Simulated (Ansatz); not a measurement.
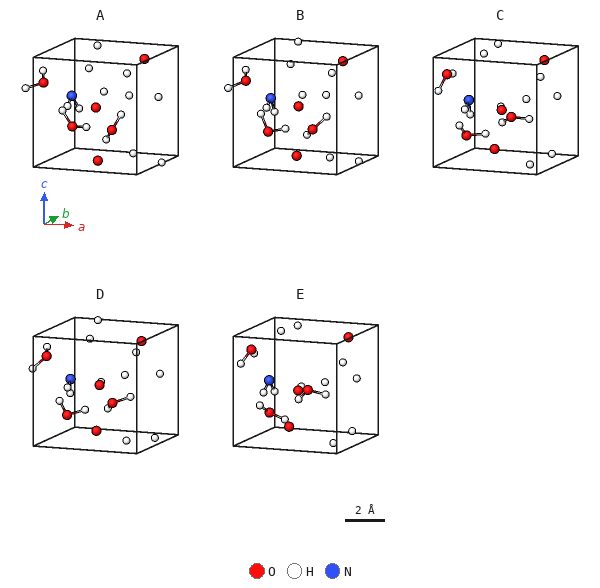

5 geometries from one relaxation of an amorphous cell of composition H₁₅NO₆, in shuffled order. Style: ball-and-stick. Shown: the cell of the calculation, slightly off an axis.

The cell holds 6 H2O + 1 NH3. The run prepares the start of a later molecular dynamics calculation, from a guessed geometry.

The calculation used DFT PBE-D3(BJ), scalar-relativistic, plane waves, PAW in Ansatz. (plane-wave cutoff 420 eV; k-point mesh 1 × 1 × 1; occupations fermi dirac; smearing width 0.02 eV; no spin polarisation; atoms relaxed in a fixed cell; force threshold 0.3 eV/Å; at most 15 steps)

> Order the frames from highest to lowest energy.

E, C, D, B, A. They are steps 0, 3, 6, 9, 13, at +200 meV per atom, +110 meV per atom, +67.1 meV per atom, +29.8 meV per atom relative to the last. The largest moves, 1.17 Å, are those of H atoms. By element the largest moves are H 1.17 Å, O 1.10 Å, N 0.32 Å. The cell doesn't change. Among the contacts that change: H–O 0.969 → 1.016 Å, H–O 0.969 → 0.988 Å. Over 12 accepted moves (13 points after the start) the energy falls by 200 meV per atom. The largest force component goes from 1.4 to 0.27 eV/Å. 1 step only repeated the SCF at the same geometry.

Limits of the set-up: the program's low-accuracy preset was used; the periodic images lie only 5.8 Å apart, so the values are limited by the cell's size.
